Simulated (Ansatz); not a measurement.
## Geometry relaxation of ZnS (part 1 of 2)

System: ZnS (4 atoms in the cell).
Method: DFT PBE, scalar-relativistic, plane waves, PAW, no spin polarisation (Ansatz 0.2.0).

The structure derives from a Materials Project entry. Figures and captions count atoms from 1; the log counts them from 0 in places.

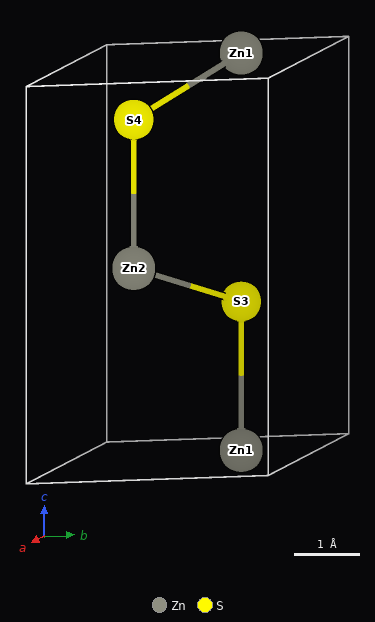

Figure 1. The input geometry (ball-and-stick view of the cell of the calculation, seen slightly off an axis; atoms are numbered from 1 in the order of the input). An atom can appear more than once, as a periodic image. Near neighbours in the periodic cell (some may lie outside the picture): Zn has 4 S at 2.33 to 2.34 Å; S has 4 Zn at 2.33 to 2.34 Å.

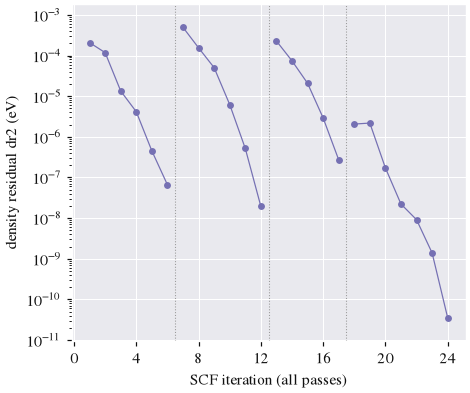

Figure 2. Convergence of the self-consistent field: density residual dr2 against the SCF iteration. The dotted lines part the SCF passes of the relaxation: geometry steps, rejected trials and re-solves on a re-selected basis. The passes take 6, 6, 5 and 7 iterations.

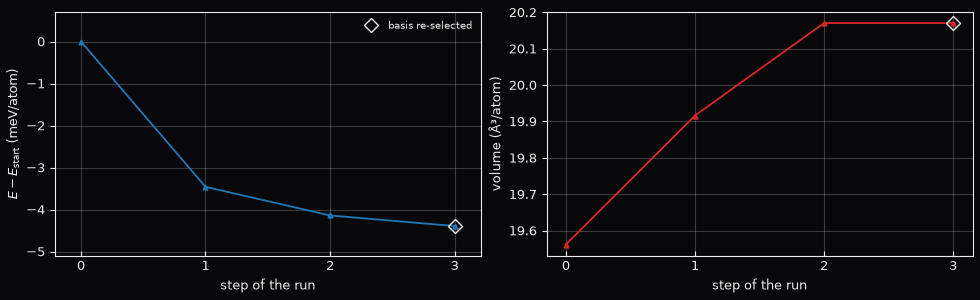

Figure 3. Progress of the relaxation, step by step (the first geometry is step 0 here and step 1 in the log).

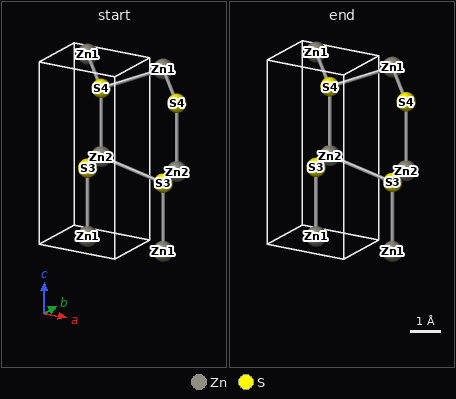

Figure 4. Before (left) and after (right) the relaxation, at one scale (ball-and-stick view of the cell of the calculation, repeated 2 × 1 × 1, seen slightly off an axis). No atom moves by more than 0.005 Å relative to the cell. The volume changes by +3.1 %, with a = b 3.806 → 3.844 Å (+1.0 %), c 6.238 → 6.305 Å (+1.1 %). Among the contacts that change: Zn1–S4 2.332 → 2.356 Å, Zn1–S3 2.338 → 2.361 Å. The space group stays P6_3mc (No. 186). Over 2 geometry steps the energy falls by 4.1 meV per atom. Largest force component: 0.011 eV/Å at the start, 0.00097 eV/Å at the end. Pressure: 2.33 GPa at the start and 0.05 GPa at the end. A last SCF at the same geometry on a re-selected plane-wave basis shifts the energy by −0.3 meV per atom. (Atoms are counted from 1 in the order of the input.)

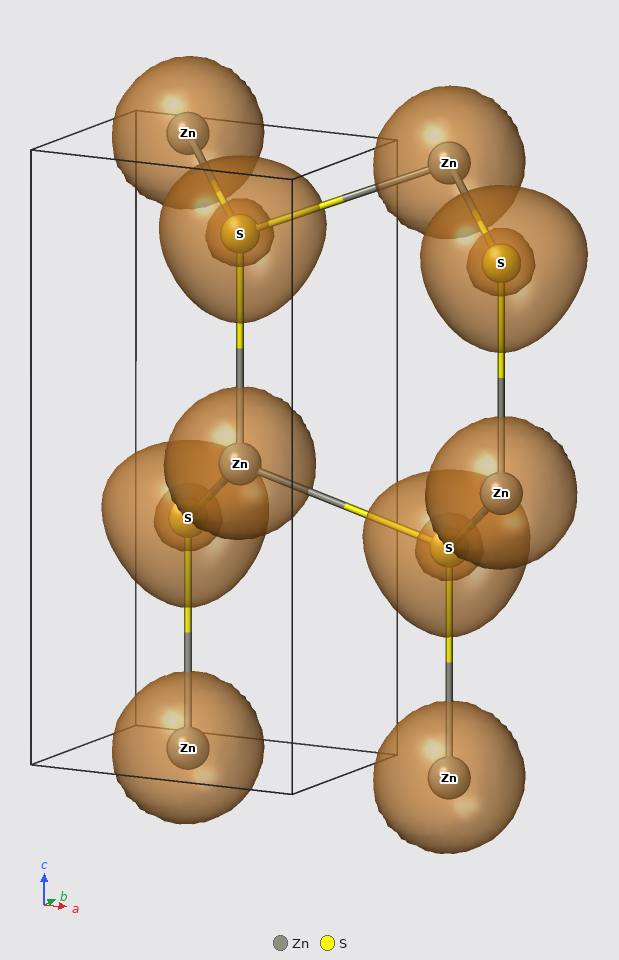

Figure 5. Isosurface of the valence electron density at 0.8 e/Å³ (orange), seen slightly off an axis. Sticks mark near contacts. The outline is the cell set on symmetry axes. At this value the density breaks into separate islands; it holds about 60 % of the electrons treated as valence. It is pinched off along the Zn–S (2.36 Å) contacts. On the grid the lowest density along these lines, outside the cores, is 0.46 e/Å³ (Zn–S, 2.36 Å). Core electrons are frozen (PAW), so the fields are smoothed inside the atomic spheres.

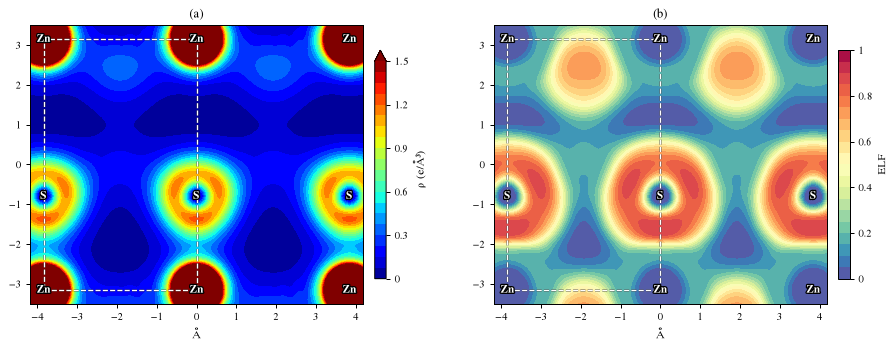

Figure 6. (a) valence pseudo-density; (b) electron localisation function on the (010) plane of the conventional cell. Atoms in the plane: Zn and S. Zn–S (2.36 Å): ρ at the midpoint is about 0.48 e/Å³; the ELF is about 0.55 at the midpoint. Away from the nuclei the density in this plane falls to 0.02 e/Å³ at its lowest.

These pictures come from the run below.

The input:
```yaml
crystal:
  lattice:
    - [3.8057964671, 0.0, 0.0]
    - [-1.9028982335, 3.2959164221, 0.0]
    - [0.0, 0.0, 6.23798163]
  atoms:
    - { symbol: Zn, position: [0.33333333, 0.66666667, 0.00013968] }
    - { symbol: Zn, position: [0.66666667, 0.33333333, 0.50013968] }
    - { symbol: S, position: [0.33333333, 0.66666667, 0.37486032] }
    - { symbol: S, position: [0.66666667, 0.33333333, 0.87486032] }
basis:
  ecutwfc: 420
kpoints:
  mp_grid: { grid: [12, 12, 6] }
hamiltonian:
  xc: pbe
scf:
  occupations: { method: gaussian, width: 0.02 }
output:
  forces: true
  stress: true
  eigenvalues: true
  write_density: true
  write_potential: true
  elf: true
  volumetric_format: npy
relax:
  adjacent_minimum: "off"
  f_tol: 0.005
  max_steps: 80
  cell: { stress_tol: 0.05 }
```

Command:
```bash
ansatz run input.yaml --threads 4 --pin off --max-ram 10240MiB --backend cpu --events-out ev --progress --plain --runs-dir out
```

Output:
```
Engine: ansatz 0.2.0, x86_64-unknown-linux-gnu
Pseudopotentials: kind: paw
Pseudopotential: Zn, paw, valence charge 12, recommended cutoff 420 eV (normal), Zn.paw.azcp
Pseudopotential: S, paw, valence charge 6, recommended cutoff 420 eV (normal), S.paw.azcp
Functional definition: PBE
  parameter kappa = 0.804
  parameter beta = 0.06672455060314922
  exchange = pbe_x(kappa = kappa, mu = beta*pi^2/3)
  correlation = pbe_c(beta = beta)
Crystal: 4 atoms, lattice volume = 78.247 Å³
Basis set: ecut = 420 eV, 1521 PW (Γ), exchange–correlation on 54×54×90 points (8 copies of the dense FFT grid, shifted against one another)
Bands: 22, of which v1, the nominal top of the filled ones, is band 18 counted from 1 (17 counted from 0)
Symmetry: 12 space group operations
Space group: P63mc (ITA 186), of the structure as read, at distance tolerance 4.3e-5 Å
k-points: 76 of 864 (time reversal used)
Non-local potential: Zn, projectors of the file, l = 0: 2, l = 1: 2, l = 2: 3, l = 3: 1
Non-local potential: S, projectors of the file, l = 0: 2, l = 1: 2, l = 2: 2
PAW form: soft (Blöchl's): semilocal exchange-correlation on the pseudo side does not see the compensation charge
PAW one-centre angular grid: Zn, 590 points (default); XC on 64 Gauss nodes
PAW one-centre angular grid: S, 110 points (default); XC on 64 Gauss nodes
Initial density: superposition of atomic densities (neutral atoms: chi_scale 0, normalization atom), corrected by the library's trained network
Initial wavefunctions: pseudopotential atomic-orbital guess
Functional: x = pbe(κ = 0.804, μ = 0.2195149727645171), c = pbe(β = 0.06672455060314922)
SCF iter   1: F=—  HF=-8445.439493 eV  |F-HF|=—  |Δ(HF+E_count)|=         —  Δρ=5.08e-4  dr2=2.08e-4  ethr=1.77e-3  ⟨swp⟩=6.3  Hψ=8281  notcnv=0
preconditioner: auto → Resta (q_TF=auto, 2.397 Å⁻¹)  ε∞=6.6  [insulator: Δε(μ)=2.216 eV  Ē_g=10.674 eV  σ=0.020 eV  W_gap=1.00  n_scr=22 (ndim 8)  ℏωp=25.2 eV  f_vac=0.038  D(μ)=0.00/eV (n_scr^D=0)  ε∞_Penn≈6.6]
SCF iter   2: F=—  HF=-8445.439891 eV  |F-HF|=—  |Δ(HF+E_count)|=   3.97e-4  Δρ=4.35e-4  dr2=1.18e-4  ethr=5.77e-7  ⟨swp⟩=2.7  Hψ=4007  notcnv=0
SCF iter   3: F=—  HF=-8445.439968 eV  |F-HF|=—  |Δ(HF+E_count)|=   7.72e-5  Δρ=1.46e-4  dr2=1.34e-5  ethr=3.29e-7  ⟨swp⟩=2.0  Hψ=2900  notcnv=0
SCF iter   4: F=—  HF=-8445.439913 eV  |F-HF|=—  |Δ(HF+E_count)|=   5.45e-5  Δρ=7.02e-5  dr2=4.14e-6  ethr=3.72e-8  ⟨swp⟩=2.0  Hψ=3040  notcnv=0
SCF iter   5: F=—  HF=-8445.439913 eV  |F-HF|=—  |Δ(HF+E_count)|=   4.96e-7  Δρ=2.53e-5  dr2=4.51e-7  ethr=1.15e-8  ⟨swp⟩=2.8  Hψ=2954  notcnv=0
SCF iter   6: F=-8445.439913 eV  HF=-8445.439913 eV  |F-HF|=6.49e-9  |Δ(HF+E_count)|=   3.76e-7  Δρ=1.03e-5  dr2=6.62e-8  ethr=2.78e-10  ⟨swp⟩=9.1  Hψ=12902  notcnv=0
SCF 1 converged in 6 iterations: F = -8445.439913 eV  dr2 = 6.62e-8
  greatest PAW one-centre occupation: 0.983 electrons in one spin orbital (limit 2), on the Zn atom at site 1 (counted from 0), in its partial waves of l = 2
relax step   1: F+E_penalty+E_count = -8445.43991323 eV  Δ(F+E_penalty+E_count) = +0.000e0 eV  max|allowed force component| = 1.059e-2 eV/Å  Δτ_max = 0.0000 Å  P = +2.326 GPa  Ω = 78.247 Å³  (6 SCF iters, dr2 threshold 1.00e-7 eV, accepted)
Crystal: 4 atoms, lattice volume = 79.664 Å³
Basis set: ecut = 420 eV, 1545 PW (Γ), exchange–correlation on 54×54×90 points (8 copies of the dense FFT grid, shifted against one another)
Initial density: handed on by an earlier stage of this run
Initial wavefunctions: those handed on with the density
iter 1 solved again at ethr=1.44e-6 eV; its pass at ethr=3.10e-3 eV (dr2=5.20e-4 eV) is discarded
SCF iter   1: F=—  HF=-8445.453888 eV  |F-HF|=—  |Δ(HF+E_count)|=         —  Δρ=8.20e-4  dr2=4.94e-4  ethr=1.44e-6  ⟨swp⟩=2.1  Hψ=9877  notcnv=0
preconditioner: auto → Resta (q_TF=auto, 2.390 Å⁻¹)  ε∞=6.6  [insulator: Δε(μ)=2.135 eV  Ē_g=10.592 eV  σ=0.020 eV  W_gap=1.00  n_scr=22 (ndim 8)  ℏωp=25.0 eV  f_vac=0.042  D(μ)=0.00/eV (n_scr^D=0)  ε∞_Penn≈6.6]
SCF iter   2: F=—  HF=-8445.453813 eV  |F-HF|=—  |Δ(HF+E_count)|=   7.53e-5  Δρ=3.91e-4  dr2=1.55e-4  ethr=1.37e-6  ⟨swp⟩=2.0  Hψ=2902  notcnv=0
SCF iter   3: F=—  HF=-8445.453761 eV  |F-HF|=—  |Δ(HF+E_count)|=   5.24e-5  Δρ=3.34e-4  dr2=5.03e-5  ethr=4.31e-7  ⟨swp⟩=2.0  Hψ=2879  notcnv=0
SCF iter   4: F=—  HF=-8445.453745 eV  |F-HF|=—  |Δ(HF+E_count)|=   1.58e-5  Δρ=7.35e-5  dr2=6.24e-6  ethr=1.40e-7  ⟨swp⟩=2.0  Hψ=2888  notcnv=0
SCF iter   5: F=—  HF=-8445.453751 eV  |F-HF|=—  |Δ(HF+E_count)|=   6.17e-6  Δρ=2.25e-5  dr2=5.19e-7  ethr=1.73e-8  ⟨swp⟩=2.3  Hψ=2972  notcnv=0
SCF iter   6: F=-8445.453752 eV  HF=-8445.453752 eV  |F-HF|=4.74e-8  |Δ(HF+E_count)|=   1.10e-6  Δρ=5.45e-6  dr2=1.95e-8  ethr=1.11e-9  ⟨swp⟩=10.2  Hψ=13167  notcnv=0
SCF 2 converged in 6 iterations: F = -8445.453752 eV  dr2 = 1.95e-8
  greatest PAW one-centre occupation: 0.983 electrons in one spin orbital (limit 2), on the Zn atom at site 0 (counted from 0), in its partial waves of l = 2
relax step   2: F+E_penalty+E_count = -8445.45375223 eV  Δ(F+E_penalty+E_count) = -1.384e-2 eV  max|allowed force component| = 4.078e-3 eV/Å  Δτ_max = 0.0008 Å  P = +0.953 GPa  Ω = 79.664 Å³  energy of the carried Pulay correction = -5.987e-4 eV  (6 SCF iters, dr2 threshold 4.00e-7 eV, accepted)
Crystal: 4 atoms, lattice volume = 80.681 Å³
Basis set: ecut = 420 eV, 1581 PW (Γ), exchange–correlation on 54×54×90 points (8 copies of the dense FFT grid, shifted against one another)
iter 1 solved again at ethr=1.15e-6 eV; its pass at ethr=3.10e-3 eV (dr2=4.16e-4 eV) is discarded
```
